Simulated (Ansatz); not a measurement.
Rh (Fd-3m, No. 227): the geometry relaxed with Ansatz, DFT, r2SCAN, plane waves (500 eV) with PAW, scalar-relativistic; the starting structure was generated, so it need not be a known form of this composition.

```cif
data_structure
_symmetry_space_group_name_H-M 'Fd-3m:1'
_symmetry_Int_Tables_number 227
_cell_length_a 5.4623
_cell_length_b 5.4623
_cell_length_c 5.4623
_cell_angle_alpha 90.000
_cell_angle_beta 90.000
_cell_angle_gamma 90.000
_cell_volume 162.98
loop_
_atom_site_label
_atom_site_type_symbol
_atom_site_symmetry_multiplicity
_atom_site_Wyckoff_symbol
_atom_site_fract_x
_atom_site_fract_y
_atom_site_fract_z
_atom_site_occupancy
Rh1 Rh 8 b 0.25000 0.25000 0.75000 1
```

**What will a projected-potential map along [110] show? Computed as the sum of neutral-atom potentials (tabulated electron scattering factors, B = 0.5 Å²) projected along the beam and smoothed by 0.25 Å; brighter is more positive.**

The columns repeat on a centred rectangular net of 3.86 × 5.46 Å (plane group c2mm). All columns are alike (Rh). The shortest distance between visible columns is 1.37 Å in projection. Along the beam the structure repeats every 3.86 Å.

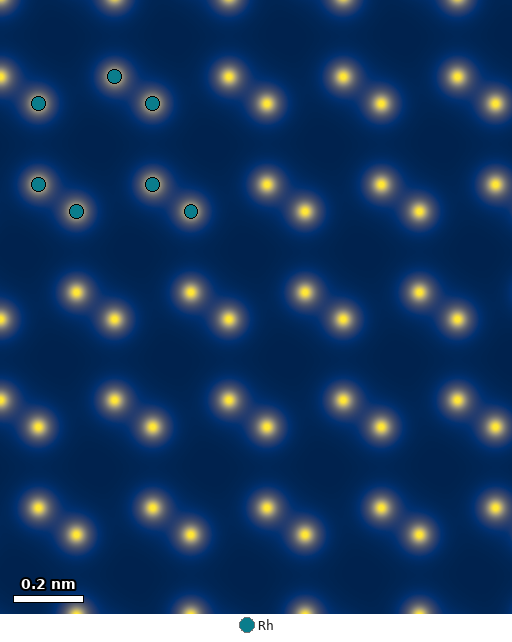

The simulated image, with the columns of the model marked in one corner.

**What mean inner potential do neutral atoms give for this crystal?**

About 22 V (the sum of the forward scattering factors over the cell volume; bonding usually lowers the true value).
